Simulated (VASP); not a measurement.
Al2O3

The calculation's input:

```
ALGO = Normal
EDIFF = 1E-7
ENCUT = 520
ISIF = 2
ISMEAR = 0
LASPH = True
LCHARG = True
LELF = True
LREAL = False
LVHAR = True
LWAVE = False
NBANDS = 35
NELM = 100
PREC = Accurate
SIGMA = 0.01
```

Launched as:

```sh
cat potpaw_LDA.64/Al/POTCAR potpaw_LDA.64/O/POTCAR > POTCAR
mpirun -np 1 vasp_std > vasp.out
```

Below, planes, directions and counts refer to the conventional cell (a = 2.67 Å, b = 8.95 Å, c = 7.05 Å, α = 90.00°, β = 90.00°, γ = 90.00°).

Space group Cmcm; a structure from a database of computed crystals, not necessarily the ambient phase; computed pressure about −11 GPa in this cell.

Computed with Kohn-Sham DFT of a periodic cell, LDA, VASP PAW LDA potentials, recommended (VASP).

The density is the valence pseudo-density of a PAW calculation; it isn't the true density close to the nuclei.

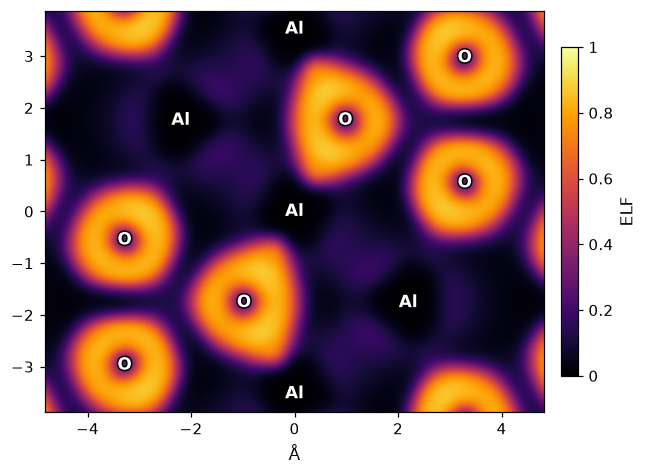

Figure 1. ELF on the (100) plane of the conventional cell.

Describe what can be read from this map.

The section cuts through Al and O sites.
Al–O (2.02 Å): the ELF peaks at about 0.85 in the valence shell of O, 0.7 Å from its nucleus, and is about 0.80 at the midpoint.

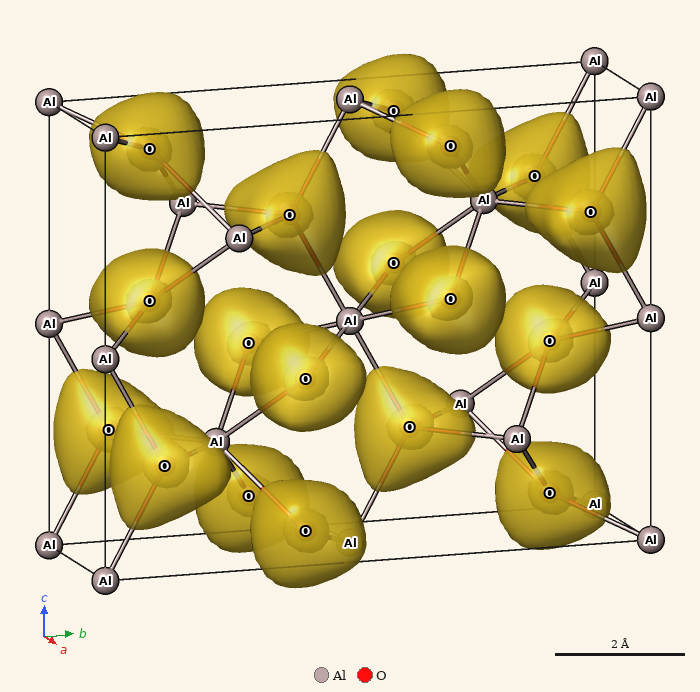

Figure 2. Isosurface of the electron localisation function at 0.7 (yellow), seen slightly off an axis. Only the valence region is drawn (cores and ρ < 0.01 e/Å³ removed). Sticks mark near contacts.

Identify the bonds, lone pairs and shells in this picture.

The surface consists of twelve regions on O in which the atom's valence shell and bonds are merged, counted in one cell of 20 atoms. Regions shared between cells count once.


Al–O (1.86 Å): the ELF peaks at about 0.85 in the valence shell of O, 0.7 Å from its nucleus, and is about 0.80 at the midpoint.

Metal or insulator at this level of theory?

It is gapped, with a Kohn–Sham gap of 4.3 eV on the k-point mesh, an upper bound to the gap of this method.
